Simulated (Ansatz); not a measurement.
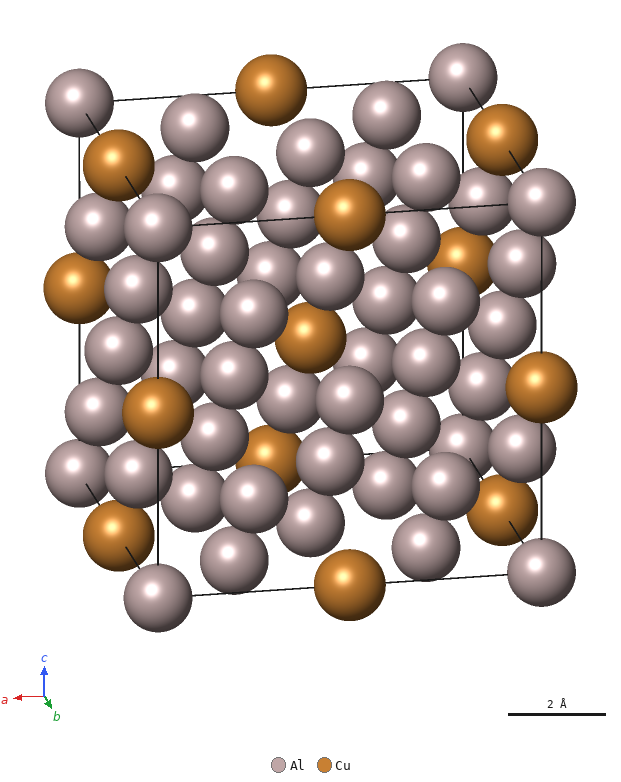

**Figure 1.** The input geometry (spheres-only view of the cell 4 times as large as that of the calculation, set on its symmetry axes, seen at an oblique angle).

# Single-point calculation of Al7Cu

The run: single-point calculation of Al7Cu (8 atoms in the cell). Method and program: DFT PBE, scalar-relativistic, plane waves, PAW, no spin polarisation (Ansatz 0.2.0).

The structure was made by a generator, so it may or may not be a known phase.

**The program's output**
```
Engine: ansatz 0.2.0, x86_64-unknown-linux-gnu
Pseudopotentials: kind: paw
Pseudopotential: Al, paw, valence charge 3, recommended cutoff 420 eV (normal), Al.paw.azcp
Pseudopotential: Cu, paw, valence charge 19, recommended cutoff 420 eV (normal), Cu.paw.azcp
Functional definition: PBE
  parameter kappa = 0.804
  parameter beta = 0.06672455060314922
  exchange = pbe_x(kappa = kappa, mu = beta*pi^2/3)
  correlation = pbe_c(beta = beta)
Crystal: 8 atoms, lattice volume = 133.631 Å³
Basis set: ecut = 420 eV, 2637 PW (Γ), exchange–correlation on 80×80×80 points (8 copies of the dense FFT grid, shifted against one another)
Bands: 28, of which v1, the nominal top of the filled ones, is band 20 counted from 1 (19 counted from 0)
Symmetry: 48 space group operations
Space group: Fm-3m (ITA 225), of the structure as read, at distance tolerance 5.1e-5 Å
k-points: 29 of 512
Non-local potential: Al, projectors of the file, l = 0: 2, l = 1: 2, l = 2: 1
Non-local potential: Cu, projectors of the file, l = 0: 3, l = 1: 2, l = 2: 3, l = 3: 1
PAW form: soft (Blöchl's): semilocal exchange-correlation on the pseudo side does not see the compensation charge
PAW one-centre angular grid: Al, 110 points (default); XC on 64 Gauss nodes
PAW one-centre angular grid: Cu, 590 points (default); XC on 64 Gauss nodes
Initial density: superposition of atomic densities (neutral atoms: chi_scale 0, normalization atom), corrected by the library's trained network
Initial wavefunctions: pseudopotential atomic-orbital guess
Functional: x = pbe(κ = 0.804, μ = 0.2195149727645171), c = pbe(β = 0.06672455060314922)
SCF iter   1: F=—  HF=-10387.719093 eV  |F-HF|=—  |Δ(HF+E_count)|=         —  Δρ=1.93e-3  dr2=7.80e-3  ethr=1.77e-3  ⟨swp⟩=8.3  Hψ=4205  notcnv=0  defer=1
preconditioner: auto → Kerker (q_TF=auto, 2.231 Å⁻¹)  [metal: Δε(μ)=0.112 eV  Ē_g=6.374 eV  σ=0.100 eV  W_gap=0.49  n_scr=26 (ndim 8)  ℏωp=18.2 eV  f_vac=0.000  D(μ)=2.51/eV (n_scr^D=14)]
SCF iter   2: F=—  HF=-10387.719891 eV  |F-HF|=—  |Δ(HF+E_count)|=   7.98e-4  Δρ=9.81e-4  dr2=2.84e-3  ethr=1.95e-5  ⟨swp⟩=1.5  Hψ=1080  notcnv=0  defer=1
SCF iter   3: F=—  HF=-10387.719468 eV  |F-HF|=—  |Δ(HF+E_count)|=   4.23e-4  Δρ=9.91e-4  dr2=1.41e-3  ethr=7.10e-6  ⟨swp⟩=2.3  Hψ=1241  notcnv=0  defer=1
SCF iter   4: F=—  HF=-10387.719225 eV  |F-HF|=—  |Δ(HF+E_count)|=   2.43e-4  Δρ=1.17e-4  dr2=3.74e-5  ethr=3.54e-6  ⟨swp⟩=2.1  Hψ=1040  notcnv=0  defer=1
SCF iter   5: F=—  HF=-10387.719384 eV  |F-HF|=—  |Δ(HF+E_count)|=   1.59e-4  Δρ=2.68e-5  dr2=9.58e-7  ethr=9.34e-8  ⟨swp⟩=2.0  Hψ=1165  notcnv=0  defer=1
SCF iter   6: F=-10387.719383 eV  HF=-10387.719383 eV  |F-HF|=2.96e-9  |Δ(HF+E_count)|=   1.60e-7  Δρ=4.90e-6  dr2=2.48e-8  ethr=2.50e-10  ⟨swp⟩=6.9  Hψ=3585  notcnv=0
SCF 1 converged in 6 iterations: F = -10387.719383 eV  dr2 = 2.48e-8
  greatest PAW one-centre occupation: 1.000 electrons in one spin orbital (limit 2), on the Cu atom at site 7 (counted from 0), in its partial waves of l = 0
```

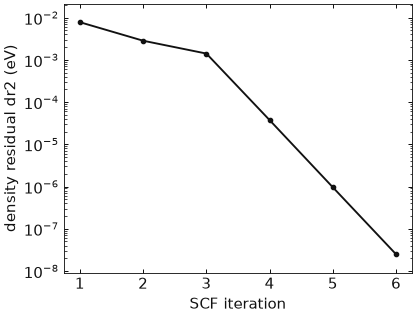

**Figure 2.** Convergence of the self-consistent field: density residual dr2 against the SCF iteration. The residual falls at every step.

```
SCF converged after 6 iterations
Free energy (F): -10387.719383 eV
Harris-Foulkes:  -10387.719383 eV  (|F-HF|=2.96e-9)
Internal energy: -10387.706517 eV  (E = F + TS)
E sigma→0 (E₀):  -10387.712950 eV
Entropy (-TS):   -0.012866 eV (-1.608 meV/atom)
Fermi energy:    8.226950 eV
--- Per-component energies (eV) ---
  E_band       = -445.613814
  E_kinetic    = 453.629226
  E_local      = -6623.280618  (includes V_loc(G=0)·N_el)
  E_nonlocal   = 461.428707
  E_hartree    = 3027.742967
  E_xc         = -364.895251
  E_vxc        = -314.596769  (∫ρ·V_xc dr)
  E_paw        = -4934.383127  (= ΣΔE_a)
  E_vpaw       = -478.279458  (= ΣTr[D̂ρ^β])
  E_aug_tail   = 0.000282  (compensation charges beyond the density's cutoff)
  E_ewald      = -2407.948704
  E_smearing   = -0.012866  (= −TS)
  E_closure    = -0.000000  (closes the sum)
  Σ components = -10387.719383   (vs F -10387.719383, Δ=0.00e0)
--- Forces (eV/Å), atoms counted from 1 ---
  atom   1  Al    -0.00000000    -0.00000000    -0.00000000
  atom   2  Al    -0.00000000    -0.00000000    -0.00000000
  atom   3  Al     0.00000000     0.00000000     0.00000000
  atom   4  Al     0.00000000     0.00000000    -0.00000000
  atom   5  Al    -0.00000000     0.00000000     0.00000000
  atom   6  Al     0.00000000    -0.00000000    -0.00000000
  atom   7  Al    -0.00000000     0.00000000     0.00000000
  atom   8  Cu     0.00000000    -0.00000000    -0.00000000
  max |Σ_I F_I| component: 2.60e-28 eV/Å
--- Stress (GPa, compression-positive) ---
       -4.371420       0.000000       0.000000
        0.000000      -4.371420      -0.000000
       -0.000000       0.000000      -4.371420
  P = ⅓ Tr σ = -4.3714 GPa (-43.714 kbar)
--- Band table (eV; the first three rows and the last of 29) ---
  k-point 0: bands = ["-104.7501", "-62.1181", "-62.1181", "-62.1181", "-2.4720", "3.5614", "3.5614", "3.5614", "3.7450", "4.1219", "4.1219", "4.1219", "4.7292", "4.7292", "4.7645", "5.7754", "5.7754", "5.7754", "5.8605", "5.8605", "5.8605", "7.5395", "7.6535", "7.6535", "13.9716", "13.9716", "13.9716", "14.2658"]
  k-point 1: bands = ["-104.7501", "-62.1181", "-62.1181", "-62.1181", "-2.3672", "2.4741", "3.4049", "3.4049", "3.6530", "4.2703", "4.2703", "4.5546", "4.7240", "4.7240", "5.1447", "5.5623", "5.5623", "5.5916", "5.9435", "5.9435", "6.3563", "8.1750", "8.1750", "8.1874", "12.6034", "12.6034", "12.7451", "14.0606"]
  k-point 2: bands = ["-104.7501", "-62.1181", "-62.1181", "-62.1181", "-2.0538", "1.2336", "3.2199", "3.2199", "3.3865", "4.2046", "4.2046", "4.5338", "4.7694", "4.7694", "5.1778", "5.4110", "5.4110", "5.9875", "6.2990", "6.2990", "7.9079", "9.3028", "9.3028", "9.5039", "11.0150", "11.0150", "11.0710", "14.3277"]
  k-point 28: bands = ["-104.7501", "-62.1181", "-62.1181", "-62.1181", "0.1000", "0.1824", "0.1824", "0.8102", "4.1192", "4.1192", "4.4167", "4.7375", "4.8052", "5.2920", "5.5308", "5.5308", "5.5895", "7.9748", "8.6649", "8.6649", "8.8706", "9.6777", "9.6777", "10.0060", "10.4291", "12.1874", "12.6994", "12.7033"]
```

The run was set up as follows.

**The input**
```yaml
crystal:
  lattice:
    - [0.0, 4.0578179559, 4.0578179559]
    - [4.0578179559, 0.0, 4.0578179559]
    - [4.0578179559, 4.0578179559, 0.0]
  atoms:
    - { symbol: Al, position: [0.5, 0.0, 0.0] }
    - { symbol: Al, position: [0.0, 0.5, 0.5] }
    - { symbol: Al, position: [0.0, 0.5, 0.0] }
    - { symbol: Al, position: [0.5, 0.0, 0.5] }
    - { symbol: Al, position: [0.0, 0.0, 0.5] }
    - { symbol: Al, position: [0.5, 0.5, 0.0] }
    - { symbol: Al, position: [0.0, 0.0, 0.0] }
    - { symbol: Cu, position: [0.5, 0.5, 0.5] }
basis:
  ecutwfc: 420
kpoints:
  mp_grid: { grid: [8, 8, 8] }
hamiltonian:
  xc: pbe
scf:
  occupations: { method: gaussian, width: 0.1 }
output:
  forces: true
  stress: true
  eigenvalues: true
```

Command:
```bash
ansatz run input.yaml --threads 1 --pin off --max-ram 2048MiB --backend cpu --events-out ev --progress --plain --runs-dir out
```

**Summary**

| quantity | value |
| --- | --- |
| outcome | converged |
| space group (tolerance 0.01 Å) | Fm-3m (225) |
| electrons treated | 40 |
| free energy | −10387.7194 eV |
| Fermi energy | 8.227 eV |
| gap on the k-point mesh | none (metallic) |
| pressure | −4.37 GPa |
| largest force (length of the vector) | under 0.001 eV/Å |
| hardware | 1 thread of Intel Xeon @ 3.00GHz (Skylake/Cascade Lake), 64 GiB of memory available, shared host |
| wall time | 5 s |
| peak memory | 0.47 GiB |
